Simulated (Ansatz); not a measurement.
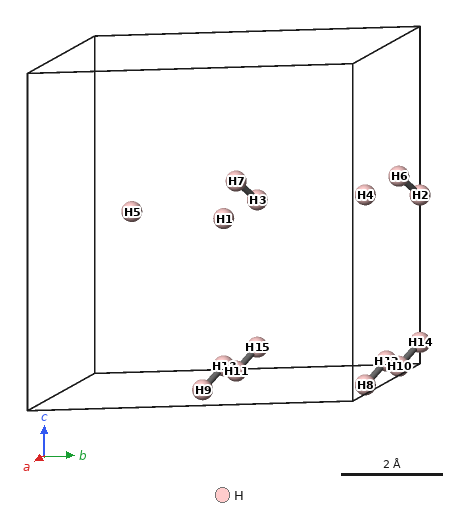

Starting structure of a defect cell of composition H (started half-way along a vacancy jump, in the symmetry of that start). Style: ball-and-stick. Shown: the cell of the calculation (origin shifted), slightly off an axis.

These are results of Ansatz 0.2.0, DFT PBE, scalar-relativistic, plane waves, PAW, not measurements.

Input file:
```yaml
crystal:
  lattice:
    - [-3.546018561, 5.7024651004, 0.0]
    - [-3.546018561, -5.7024651004, 0.0]
    - [0.0, 0.0, 6.7754939042]
  atoms:
    - { symbol: H, position: [0.2230252503, 0.7769747496, 0.9682905643] }
    - { symbol: H, position: [0.7230252503, 0.2769747496, 0.9682905643] }
    - { symbol: H, position: [0.7230252503, 0.7769747496, 0.9682905643] }
    - { symbol: H, position: [0.2769747496, 0.2230252503, 0.0317094357] }
    - { symbol: H, position: [0.25, 0.5, 0.0] }
    - { symbol: H, position: [0.7769747496, 0.2230252503, 0.0317094357] }
    - { symbol: H, position: [0.7769747496, 0.7230252503, 0.0317094357] }
    - { symbol: H, position: [0.2769747496, 0.2230252503, 0.4682905643] }
    - { symbol: H, position: [0.2769747496, 0.7230252503, 0.4682905643] }
    - { symbol: H, position: [0.7769747496, 0.2230252503, 0.4682905643] }
    - { symbol: H, position: [0.7769747496, 0.7230252503, 0.4682905643] }
    - { symbol: H, position: [0.2230252503, 0.2769747496, 0.5317094357] }
    - { symbol: H, position: [0.2230252503, 0.7769747496, 0.5317094357] }
    - { symbol: H, position: [0.7230252503, 0.2769747496, 0.5317094357] }
    - { symbol: H, position: [0.7230252503, 0.7769747496, 0.5317094357] }
basis:
  ecutwfc: 420
kpoints:
  mp_grid: { grid: [4, 4, 4] }
hamiltonian:
  xc: pbe
scf:
  occupations: { method: gaussian, width: 0.05 }
output:
  forces: true
  stress: true
  eigenvalues: true
relax:
  adjacent_minimum: "off"
  f_tol: 0.02
  max_steps: 60
  escape_saddle: false
```

Launched with:
```bash
ansatz run input.yaml --threads 4 --pin off --max-ram 9216MiB --backend cpu --events-out ev --progress --plain --runs-dir out
```

Predict the outcome.

Answer. After 17 accepted moves (22 points after the start) the energy has fallen by 3.823 eV per cell of the calculation. Largest force component: 1.3 eV/Å at the start, 0.017 eV/Å at the end. The line search rejected the trial steps at points 10, 16, 18, 21 of the run. 1 step only repeated the SCF at the same geometry. The forces were under the threshold at step 7, but the run went on from there. The largest moves, 1.10 Å, are those of H1 and H4. H1 goes along [1 −3 1]. The cell doesn't change. Near-neighbour distances that change, for instance: H1–H5 1.959 → 0.934 Å. The run took 28 s on 4 threads of AMD EPYC 9R45 96-Core Processor (Zen 5) (shared host), peak memory 0.68 GiB.

History of the run:

```
step  E − E(0), meV/atom  largest force component, eV/Å                         note
   0                0.00                         1.2866                             
   1              -43.33                         1.6715                             
   2              -97.14                         1.9505                             
   3             -156.58                         2.0540                             
   4             -214.34                         1.7755                             
   5             -252.20                         0.5720                             
   6             -254.21                         0.1994                             
   7             -254.46                         0.0140                             
   8             -254.46                         0.0136  same geometry, SCF repeated
   9             -254.50                         0.0161                             
  10             -254.50                         0.1302                     rejected
  11             -254.57                         0.0793                             
  12             -254.63                         0.0559                             
  13             -254.69                         0.0706                             
  14             -254.72                         0.1117                             
  15             -254.76                         0.0661                             
  16             -253.34                         0.5619                     rejected
  17             -254.81                         0.0044                             
  18             -250.04                         1.3203                     rejected
  19             -254.83                         0.0586                             
  20             -254.86                         0.0433                             
  21             -254.15                         0.5860                     rejected
  22             -254.89                         0.0167
```

The end point in the same view:

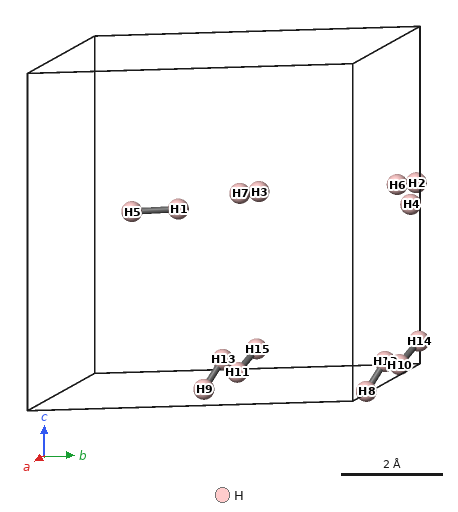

Limits of the set-up: the periodic images lie only 6.7 Å apart, so the values are limited by the cell's size.
